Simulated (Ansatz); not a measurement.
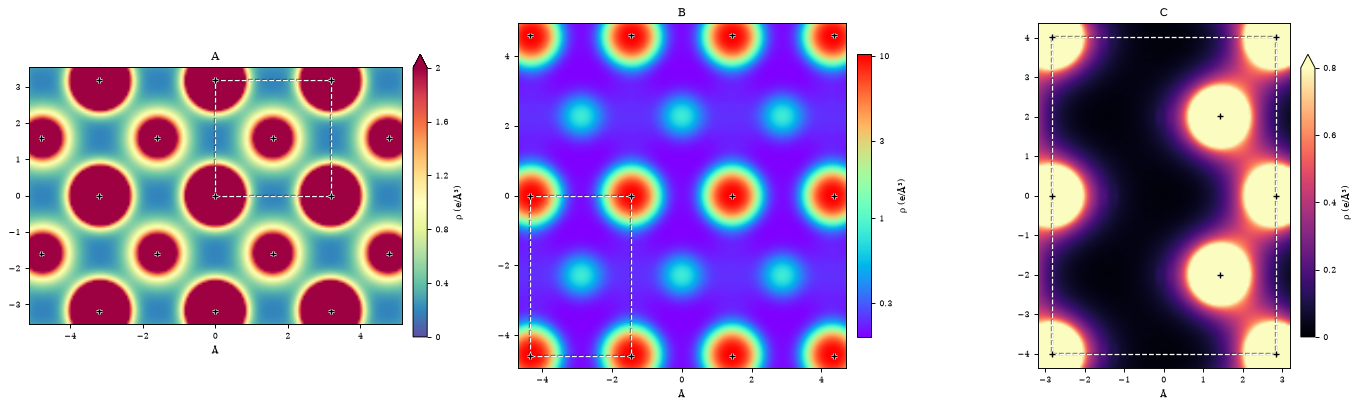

The valence charge density (pseudo) of 3 systems, each on a plane through atoms (crosses mark nuclei in the plane).

Computed with Ansatz 0.2.0, DFT PBEsol, scalar-relativistic, plane waves, PAW.

System 1: Ti, the (100) plane of the conventional cell. Space group P6₃/mmc; a structure from a database of computed crystals, not necessarily the ambient phase; computed without spin polarisation.

```yaml
crystal:
  lattice:
    - [2.90046, 0.00000, 0.00000]
    - [-1.45023, 2.51187, 0.00000]
    - [0.00000, 0.00000, 4.59083]
  atoms:
    - { symbol: Ti, position: [0.33333, 0.66667, 0.25000] }
    - { symbol: Ti, position: [0.66667, 0.33333, 0.75000] }
```

System 2: HfN, the (001) plane of the conventional cell. Space group I4mm; changed on purpose from its base cell (atom 1 (Hf) moved by (+0.000, -0.100) A along [1 1 0] and z); not relaxed (largest force 1.2 eV/Å); computed without spin polarisation.

System 3: Ge, the (110) plane of the conventional cell. Space group Fd-3m; a structure from a database of computed crystals, not necessarily the ambient phase.

```
Ge
1.0
     5.67485    0.00000    0.00000
     0.00000    5.67485    0.00000
     0.00000    0.00000    5.67485
Ge
8
Direct
  0.50000 0.00000 0.00000
  0.00000 0.50000 0.00000
  0.00000 0.00000 0.50000
  0.50000 0.50000 0.50000
  0.75000 0.25000 0.25000
  0.25000 0.75000 0.25000
  0.25000 0.25000 0.75000
  0.75000 0.75000 0.75000
```

Match each panel to its system.

Panel A is system 2, HfN: the plane holds Hf and N. Hf–Hf (3.19 Å): the density is about 0.19 e/Å³ at the midpoint. Panel B is system 1, Ti: the plane holds Ti. Ti–Ti (2.90 Å): ρ at the midpoint is about 0.2 e/Å³. Panel C is system 3, Ge: the plane holds Ge. Ge–Ge (2.46 Å): ρ at the midpoint is about 0.5 e/Å³.
